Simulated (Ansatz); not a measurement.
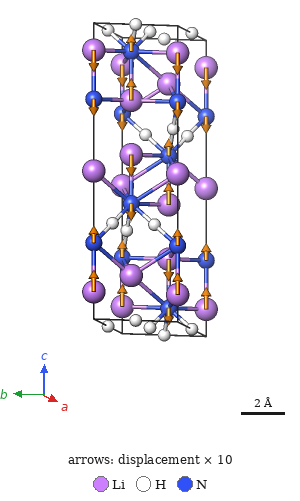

This is a relaxation of a crystal of Li₃H₃N₂ (built on the K3Cu3P2-166 type type). The starting structure is drawn; orange arrows show the displacements (the part carried along by the change of the cell is left out), 10 times their true length.

A ball-and-stick model of the conventional cell (3 times the calculation's cell), seen from a free direction. Lengths and directions refer to the drawn axes.

The calculation used DFT, PBEsol, plane waves, PAW in Ansatz 0.2.0. (plane-wave cutoff 420 eV; k-point mesh 6 × 6 × 6; occupations fermi dirac; smearing width 0.03 eV; no spin polarisation; cell and atoms relaxed; force threshold 0.01 eV/Å; at most 120 steps)

> What did the optimiser do to the structure, and how much energy did it gain?

The largest moves relative to the cell, 0.11 Å, are those of Li atoms. By element the largest moves are Li 0.11 Å, N 0.09 Å. H stays in place. Cell: a = b 4.022 → 3.563 Å (−11.4 %), c 14.207 → 12.748 Å (−10.3 %). Volume −29.6 %. Among the contacts that change: Li–Li 2.554 → 2.224 Å, Li–N 2.347 → 2.083 Å, Li–N 2.653 → 2.400 Å, Li–N 2.333 → 2.094 Å. Among the angles between lasting bonds that change: Li–N–Li 84.6° → 79.2°, N–Li–N 95.4° → 100.8°, Li–N–Li 119.1° → 116.6°. The space group stays R-3m (No. 166). After 7 accepted moves (9 points after the start) the energy has fallen by 264 meV per atom. The largest force component goes from 2.5 to 0.0019 eV/Å. The pressure goes from −21.57 to −0.02 GPa. The SCF was repeated twice at an unchanged geometry on a basis and grid sized afresh for the cell, which shifted the energy by 1.8 meV per atom at most.
